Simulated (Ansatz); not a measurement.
## Run report: Zn6S5 (charge +1), geometry relaxation (part 1 of 3)

- system: Zn6S5 (defect cell, 11 atoms in the cell, total charge +1)
- method: DFT PBE, scalar-relativistic, plane waves, PAW, spin-polarised (Ansatz 0.2.0)

The structure derives from a Materials Project entry. It belongs to a series of runs on one base structure; here: S vacancy (site b), charge +1, atoms relaxed at the host's cell.

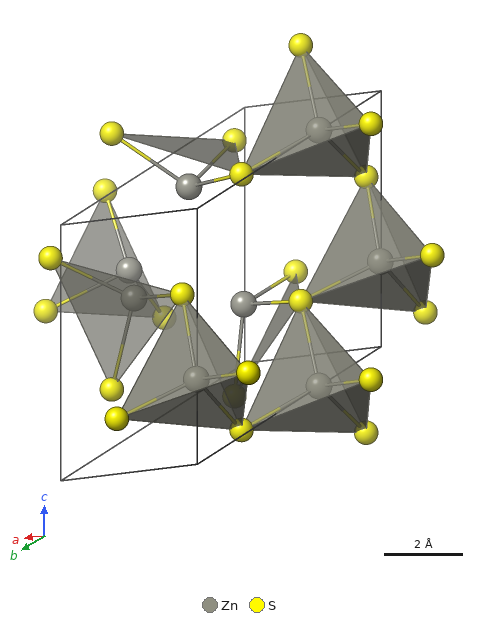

Figure 1. The structure as given in the input (polyhedral view of the cell of the calculation, seen at an oblique angle; polyhedra are completed across the faces of the cell). An atom can appear more than once, as a periodic image.

Key numbers:

- outcome: converged
- electrons treated: 101
- free energy: −24436.4221 eV
- Fermi energy: 6.498 eV
- gap on the k-point mesh: none (metallic)
- net moment of the cell: 0.50 μB
- integrated absolute moment: 0.52 μB
- final volume: 242.04 Å³
- largest force (length of the vector) at the end: 0.007 eV/Å
- hardware: 4 threads of Arm Neoverse V1, 24 GiB of memory available, shared host
- wall time: 26 s (CPU time 98 s)
- peak memory: 0.65 GiB

The cell is charged and computed with a neutralising background, so its energy and pressure depend on the cell and aren't those of a real crystal. The k-point mesh is coarse for a cell of this size, so the results may not be converged.

Input:
```yaml
crystal:
  lattice:
    - [0.0, 0.0, -6.3046430411]
    - [-5.7661004008, -3.3290596185, 0.0]
    - [1.0e-10, 6.6581192371, 0.0]
  atoms:
    - { symbol: Zn, position: [0.948869756, 0.6666666667, 0.6666666667], spin: 0.25 }
    - { symbol: Zn, position: [1.0070353149, 1.0, 0.3333333333] }
    - { symbol: Zn, position: [1.0070353149, 0.3333333333, 1.0] }
    - { symbol: Zn, position: [0.5108990421, 0.3683689682, 0.3683689682], spin: 0.25 }
    - { symbol: Zn, position: [0.5108990421, 0.6666666667, 0.9649643652], spin: 0.25 }
    - { symbol: Zn, position: [0.5108990421, 0.9649643652, 0.6666666667], spin: 0.25 }
    - { symbol: S, position: [0.6262850032, 1.0, 0.3333333333] }
    - { symbol: S, position: [0.6262850032, 0.3333333333, 1.0] }
    - { symbol: S, position: [0.1255086026, 0.3444020143, 0.3444020143] }
    - { symbol: S, position: [0.1255086026, 0.6666666667, 0.988931319] }
    - { symbol: S, position: [0.1255086026, 0.988931319, 0.6666666667] }
  host:
    lattice:
      - [3.8440669338, 0.0, 0.0]
      - [-1.9220334669, 3.3290596186, 0.0]
      - [0.0, 0.0, 6.3046430411]
    atoms:
      - { symbol: Zn, position: [0.3333333333, 0.6666666667, 0.0002666736] }
      - { symbol: Zn, position: [0.6666666667, 0.3333333333, 0.5002666736] }
      - { symbol: S, position: [0.3333333333, 0.6666666667, 0.3747333264] }
      - { symbol: S, position: [0.6666666667, 0.3333333333, 0.8747333264] }
total_charge: 1
basis:
  ecutwfc: 420
  xc_grid: 2
kpoints:
  mp_grid: { grid: [2, 2, 2], shift: [0.0, 0.0, 0.0] }
hamiltonian:
  xc: pbe
scf:
  occupations: { method: gaussian, width: 0.01 }
output:
  forces: true
  stress: false
  eigenvalues: true
  populations: true
  charged_corrections:
    defect_position: [0.62526667, 0.66666667, 0.66666667]
    epsilon: [[9.0014, 0.0, 0.0], [0.0, 9.0014, 0.0], [0.0, 0.0, 9.607]]
  write_density: true
  write_potential: true
  elf: true
  volumetric_format: npy
magnetization:
  spin_polarized: true
relax:
  adjacent_minimum: "off"
  f_tol: 0.025
  max_steps: 45
```

Launched with:
```bash
ansatz run input.yaml --threads 4 --pin off --max-ram 10240MiB --backend cpu --events-out ev --progress --plain --runs-dir out
```

What the program printed:
```
Engine: ansatz 0.2.0, aarch64-unknown-linux-gnu
Pseudopotentials: kind: paw
Pseudopotential: Zn, paw, valence charge 12, recommended cutoff 420 eV (normal), Zn.paw.azcp
Pseudopotential: S, paw, valence charge 6, recommended cutoff 420 eV (normal), S.paw.azcp
Functional definition: PBE
  parameter kappa = 0.804
  parameter beta = 0.06672455060314922
  exchange = pbe_x(kappa = kappa, mu = beta*pi^2/3)
  correlation = pbe_c(beta = beta)
Crystal: 11 atoms, lattice volume = 242.044 Å³
Basis set: ecut = 420 eV, 4737 PW (Γ), exchange–correlation on 90×90×90 points (8 copies of the dense FFT grid, shifted against one another)
Bands: 62, of which v1, the nominal top of the filled ones, is band 51 counted from 1 (50 counted from 0)
Symmetry: 6 space group operations
Space group: P31m (ITA 157), of the structure as read, at distance tolerance 6.2e-5 Å
Magnetic group: BNS 157.53 (UNI 1283), of the structure as read, at distance tolerance 6.2e-5 Å
k-points: 4 of 8
Non-local potential: Zn, projectors of the file, l = 0: 2, l = 1: 2, l = 2: 3, l = 3: 1
Non-local potential: S, projectors of the file, l = 0: 2, l = 1: 2, l = 2: 2
PAW form: soft (Blöchl's): semilocal exchange-correlation on the pseudo side does not see the compensation charge
PAW one-centre angular grid: Zn, 590 points (default); XC on 64 Gauss nodes
PAW one-centre angular grid: S, 110 points (default); XC on 64 Gauss nodes
Initial density: superposition of atomic densities (chi_scale 0.1, normalization cell, long waves kept (reshape's long-wave potential 0.09 eV rms))
Starting moments: Σ|m| = 1 μB on 4 of 11 sites
Initial wavefunctions: pseudopotential atomic-orbital guess
Functional: x = pbe(κ = 0.804, μ = 0.2195149727645171), c = pbe(β = 0.06672455060314922)
SCF iter   1: F=—  HF=-24437.849417 eV  |F-HF|=—  |Δ(HF+E_count)|=         —  Δρ=4.72e-2 (↑2.63e-2 ↓4.72e-2)  dr2=6.64e0  dr2_m=4.66e-1  M=0.500 μB ∫|m|=0.501 μB  β_m=0.30  ethr=3.10e-3  ⟨swp⟩=7.8  Hψ=2038  notcnv=0  defer=6
preconditioner: auto → Resta (q_TF=auto, 2.358 Å⁻¹)  ε∞=5.7  [insulator: Δε(μ)=0.045 eV  Ē_g=11.079 eV  σ=0.010 eV  W_gap=0.52  n_scr=58 (ndim 8)  ℏωp=24.0 eV  f_vac=0.010  D(μ)=35.50/eV (n_scr^D=586)  ε∞_Penn≈5.7]
spin=Collinear: Resta preconditioning applied to the charge; magnetization (m = ρ↑ − ρ↓) channel mixes plain (no charge-response kernel on spin).
SCF iter   2: F=—  HF=-24436.185219 eV  |F-HF|=—  |Δ(HF+E_count)|=    1.66e0  Δρ=2.62e-2 (↑1.31e-2 ↓2.62e-2)  dr2=1.99e0  dr2_m=2.32e-1  M=0.500 μB ∫|m|=0.501 μB  β_m=0.30  ethr=3.10e-3  ⟨swp⟩=2.0  Hψ=986  notcnv=0  defer=46
preconditioner: auto → Kerker (q_TF=auto, 2.358 Å⁻¹)  [metal: Δε(μ)=0.007 eV  Ē_g=10.406 eV  σ=0.010 eV  W_gap=0.36  n_scr=58 (ndim 8)  ℏωp=24.0 eV  f_vac=0.010  D(μ)=33.71/eV (n_scr^D=526)]
spin=Collinear: Kerker preconditioning applied to the charge; magnetization (m = ρ↑ − ρ↓) channel mixes plain (no charge-response kernel on spin).
SCF iter   3: F=—  HF=-24435.552006 eV  |F-HF|=—  |Δ(HF+E_count)|=   6.33e-1  Δρ=9.68e-3 (↑7.49e-3 ↓9.68e-3)  dr2=2.32e-1  dr2_m=1.16e-1  M=0.500 μB ∫|m|=0.502 μB  β_m=0.30  ethr=1.97e-3  ⟨swp⟩=2.1  Hψ=909  notcnv=0  defer=49
SCF iter   4: F=—  HF=-24435.532404 eV  |F-HF|=—  |Δ(HF+E_count)|=   1.96e-2  Δρ=7.13e-3 (↑7.13e-3 ↓3.89e-3)  dr2=3.27e-2  dr2_m=5.90e-2  M=0.500 μB ∫|m|=0.502 μB  β_m=0.30  ethr=2.30e-4  ⟨swp⟩=2.2  Hψ=932  notcnv=0  defer=49
SCF iter   5: F=—  HF=-24435.538892 eV  |F-HF|=—  |Δ(HF+E_count)|=   6.49e-3  Δρ=5.64e-3 (↑5.64e-3 ↓2.60e-3)  dr2=2.73e-2  dr2_m=3.02e-2  M=0.500 μB ∫|m|=0.504 μB  β_m=0.30  ethr=3.24e-5  ⟨swp⟩=2.0  Hψ=787  notcnv=0  defer=49
SCF iter   6: F=—  HF=-24435.527366 eV  |F-HF|=—  |Δ(HF+E_count)|=   1.15e-2  Δρ=2.85e-3 (↑2.85e-3 ↓2.56e-3)  dr2=3.34e-3  dr2_m=1.56e-2  M=0.500 μB ∫|m|=0.505 μB  β_m=0.30  ethr=2.71e-5  ⟨swp⟩=2.0  Hψ=592  notcnv=0  defer=49
SCF iter   7: F=—  HF=-24435.530459 eV  |F-HF|=—  |Δ(HF+E_count)|=   3.09e-3  Δρ=2.05e-3 (↑1.82e-3 ↓2.05e-3)  dr2=9.70e-4  dr2_m=8.06e-3  M=0.500 μB ∫|m|=0.506 μB  β_m=0.30  ethr=3.31e-6  ⟨swp⟩=2.0  Hψ=854  notcnv=0  defer=49
Mixer restart at iter 7: flushing history
spin-set hold released at iteration 7 (site moments contracting): the magnetisation degrees of freedom join the quasi-Newton model from the next iteration; the mixer history was flushed
SCF iter   8: F=—  HF=-24435.532261 eV  |F-HF|=—  |Δ(HF+E_count)|=   1.80e-3  Δρ=1.61e-3 (↑1.20e-3 ↓1.61e-3)  dr2=9.36e-4  dr2_m=4.20e-3  M=0.500 μB ∫|m|=0.507 μB  β_m=0.65  ethr=9.60e-7  ⟨swp⟩=2.0  Hψ=762  notcnv=0  defer=49
SCF iter   9: F=—  HF=-24435.535103 eV  |F-HF|=—  |Δ(HF+E_count)|=   2.84e-3  Δρ=2.43e-4 (↑2.43e-4 ↓1.96e-4)  dr2=3.33e-4  dr2_m=4.84e-6  M=0.500 μB ∫|m|=0.512 μB  β_m=0.54  ethr=9.26e-7  ⟨swp⟩=2.0  Hψ=892  notcnv=0  defer=49
SCF iter  10: F=—  HF=-24435.534846 eV  |F-HF|=—  |Δ(HF+E_count)|=   2.57e-4  Δρ=1.12e-4 (↑1.12e-4 ↓7.60e-5)  dr2=1.77e-4  dr2_m=3.20e-6  M=0.500 μB ∫|m|=0.512 μB  β_m=0.77  ethr=3.29e-7  ⟨swp⟩=2.0  Hψ=832  notcnv=0  defer=49
SCF iter  11: F=—  HF=-24435.534891 eV  |F-HF|=—  |Δ(HF+E_count)|=   4.51e-5  Δρ=4.03e-5 (↑4.03e-5 ↓3.83e-5)  dr2=4.65e-5  dr2_m=6.55e-8  M=0.500 μB ∫|m|=0.513 μB  β_m=0.88  ethr=1.75e-7  ⟨swp⟩=2.1  Hψ=782  notcnv=0  defer=49
SCF iter  12: F=—  HF=-24435.534911 eV  |F-HF|=—  |Δ(HF+E_count)|=   2.05e-5  Δρ=2.44e-5 (↑2.44e-5 ↓2.28e-5)  dr2=9.90e-6  dr2_m=2.65e-8  M=0.500 μB ∫|m|=0.513 μB  β_m=0.93  ethr=1.55e-8  ⟨swp⟩=16.4  Hψ=5008  notcnv=0
SCF iter  13: F=—  HF=-24435.534915 eV  |F-HF|=—  |Δ(HF+E_count)|=   4.07e-6  Δρ=2.89e-5 (↑2.89e-5 ↓2.84e-5)  dr2=4.84e-6  dr2_m=1.60e-8  M=0.500 μB ∫|m|=0.513 μB  β_m=0.69  ethr=9.80e-9  ⟨swp⟩=11.0  Hψ=4448  notcnv=0
SCF iter  14: F=—  HF=-24435.534912 eV  |F-HF|=—  |Δ(HF+E_count)|=   3.26e-6  Δρ=7.41e-6 (↑7.41e-6 ↓5.84e-6)  dr2=4.75e-7  dr2_m=1.85e-8  M=0.500 μB ∫|m|=0.513 μB  β_m=0.85  ethr=4.79e-9  ⟨swp⟩=10.0  Hψ=4263  notcnv=0
SCF iter  15: F=-24435.534912 eV  HF=-24435.534912 eV  |F-HF|=2.70e-8  |Δ(HF+E_count)|=   1.85e-7  Δρ=2.26e-6 (↑2.26e-6 ↓1.55e-6)  dr2=7.49e-8  dr2_m=1.72e-9  M=0.500 μB ∫|m|=0.513 μB  ethr=4.71e-10  ⟨swp⟩=7.6  Hψ=2962  notcnv=0
SCF 1 converged in 15 iterations: F = -24435.534912 eV  dr2 = 7.49e-8
  greatest PAW one-centre occupation: 0.985 electrons in one spin orbital (limit 2), on the Zn atom at site 5 (counted from 0), in its partial waves of l = 2
relax step   1: F+E_penalty+E_count = -24435.53491234 eV  Δ(F+E_penalty+E_count) = +0.000e0 eV  max|allowed force component| = 1.081e0 eV/Å  Δτ_max = 0.0000 Å  (15 SCF iters, dr2 threshold 1.56e-5 eV, accepted)
Initial density: handed on by an earlier stage of this run
Starting moments: Σ|m| = 1 μB on 4 of 11 sites; this step starts from the density that it was given
Initial wavefunctions: those handed on with the density
iter 1 solved again at ethr=6.71e-4 eV; its pass at ethr=3.10e-3 eV (dr2=6.78e-1 eV) is discarded
SCF iter   1: F=—  HF=-24436.338093 eV  |F-HF|=—  |Δ(HF+E_count)|=         —  Δρ=1.93e-2 (↑5.14e-3 ↓1.93e-2)  dr2=6.82e-1  dr2_m=1.53e-1  M=0.500 μB ∫|m|=0.514 μB  β_m=0.30  ethr=6.71e-4  ⟨swp⟩=1.0  Hψ=2290  notcnv=0  defer=10
preconditioner: auto → Resta (q_TF=auto, 2.358 Å⁻¹)  ε∞=6.7  [insulator: Δε(μ)=0.056 eV  Ē_g=10.081 eV  σ=0.010 eV  W_gap=0.67  n_scr=58 (ndim 8)  ℏωp=24.0 eV  f_vac=0.043  D(μ)=19.28/eV (n_scr^D=216)  ε∞_Penn≈6.7]
spin=Collinear: Resta preconditioning applied to the charge; magnetization (m = ρ↑ − ρ↓) channel mixes plain (no charge-response kernel on spin).
SCF iter   2: F=—  HF=-24436.189983 eV  |F-HF|=—  |Δ(HF+E_count)|=   1.48e-1  Δρ=1.29e-2 (↑3.13e-3 ↓1.29e-2)  dr2=2.78e-1  dr2_m=7.56e-2  M=0.500 μB ∫|m|=0.513 μB  β_m=0.56  ethr=6.71e-4  ⟨swp⟩=2.2  Hψ=570  notcnv=0  defer=10
SCF iter   3: F=—  HF=-24436.107375 eV  |F-HF|=—  |Δ(HF+E_count)|=   8.26e-2  Δρ=2.20e-3 (↑1.15e-3 ↓2.20e-3)  dr2=1.01e-2  dr2_m=2.02e-3  M=0.500 μB ∫|m|=0.513 μB  β_m=0.50  ethr=2.75e-4  ⟨swp⟩=3.0  Hψ=891  notcnv=0  defer=32
SCF iter   4: F=—  HF=-24436.103622 eV  |F-HF|=—  |Δ(HF+E_count)|=   3.75e-3  Δρ=5.84e-4 (↑5.84e-4 ↓4.79e-4)  dr2=1.84e-3  dr2_m=2.72e-4  M=0.500 μB ∫|m|=0.514 μB  β_m=0.75  ethr=9.99e-6  ⟨swp⟩=2.2  Hψ=989  notcnv=0  defer=49
SCF iter   5: F=—  HF=-24436.104920 eV  |F-HF|=—  |Δ(HF+E_count)|=   1.30e-3  Δρ=1.31e-4 (↑1.25e-4 ↓1.31e-4)  dr2=1.57e-4  dr2_m=4.66e-6  M=0.500 μB ∫|m|=0.515 μB  β_m=0.75  ethr=1.82e-6  ⟨swp⟩=2.0  Hψ=849  notcnv=0  defer=49
SCF iter   6: F=—  HF=-24436.104948 eV  |F-HF|=—  |Δ(HF+E_count)|=   2.82e-5  Δρ=1.02e-4 (↑9.68e-5 ↓1.02e-4)  dr2=7.51e-5  dr2_m=1.05e-7  M=0.500 μB ∫|m|=0.515 μB  β_m=0.63  ethr=1.55e-7  ⟨swp⟩=2.0  Hψ=813  notcnv=0  defer=49
SCF iter   7: F=-24436.104927 eV  HF=-24436.104925 eV  |F-HF|=2.42e-6  |Δ(HF+E_count)|=   2.33e-5  Δρ=2.88e-5 (↑2.83e-5 ↓2.88e-5)  dr2=1.81e-5  dr2_m=6.13e-8  M=0.500 μB ∫|m|=0.515 μB  ethr=7.23e-8  ⟨swp⟩=16.0  Hψ=4906  notcnv=0
SCF 2 converged in 7 iterations: F = -24436.104927 eV  dr2 = 1.81e-5
[... from here on the iterations of each SCF are left out, up to the last one ...]
relax step   2: F+E_penalty+E_count = -24436.10492720 eV  Δ(F+E_penalty+E_count) = -5.700e-1 eV  max|allowed force component| = 6.468e-1 eV/Å  Δτ_max = 0.1928 Å  (7 SCF iters, dr2 threshold 7.30e-5 eV, accepted)
preconditioner: auto → Resta (q_TF=auto, 2.358 Å⁻¹)  ε∞=6.5  [insulator: Δε(μ)=0.133 eV  Ē_g=10.199 eV  σ=0.010 eV  W_gap=0.67  n_scr=58 (ndim 8)  ℏωp=24.0 eV  f_vac=0.057  D(μ)=19.28/eV (n_scr^D=216)  ε∞_Penn≈6.5]
spin=Collinear: Resta preconditioning applied to the charge; magnetization (m = ρ↑ − ρ↓) channel mixes plain (no charge-response kernel on spin).
SCF 3 converged in 7 iterations: F = -24436.351672 eV  dr2 = 2.06e-5
relax step   3: F+E_penalty+E_count = -24436.35167232 eV  Δ(F+E_penalty+E_count) = -2.467e-1 eV  max|allowed force component| = 3.122e-1 eV/Å  Δτ_max = 0.2000 Å  (7 SCF iters, dr2 threshold 2.61e-5 eV, accepted)
preconditioner: auto → Resta (q_TF=auto, 2.358 Å⁻¹)  ε∞=6.5  [insulator: Δε(μ)=0.191 eV  Ē_g=10.187 eV  σ=0.010 eV  W_gap=0.67  n_scr=58 (ndim 8)  ℏωp=24.0 eV  f_vac=0.064  D(μ)=19.28/eV (n_scr^D=216)  ε∞_Penn≈6.5]
spin=Collinear: Resta preconditioning applied to the charge; magnetization (m = ρ↑ − ρ↓) channel mixes plain (no charge-response kernel on spin).
SCF 4 converged in 7 iterations: F = -24436.396479 eV  dr2 = 9.90e-6
relax step   4: F+E_penalty+E_count = -24436.39647918 eV  Δ(F+E_penalty+E_count) = -4.481e-2 eV  max|allowed force component| = 1.212e-1 eV/Å  Δτ_max = 0.1310 Å  (7 SCF iters, dr2 threshold 2.27e-5 eV, accepted)
preconditioner: auto → Resta (q_TF=auto, 2.358 Å⁻¹)  ε∞=6.5  [insulator: Δε(μ)=0.215 eV  Ē_g=10.194 eV  σ=0.010 eV  W_gap=0.67  n_scr=58 (ndim 8)  ℏωp=24.0 eV  f_vac=0.067  D(μ)=19.28/eV (n_scr^D=216)  ε∞_Penn≈6.5]
spin=Collinear: Resta preconditioning applied to the charge; magnetization (m = ρ↑ − ρ↓) channel mixes plain (no charge-response kernel on spin).
SCF 5 converged in 8 iterations: F = -24436.408177 eV  dr2 = 2.17e-7
```
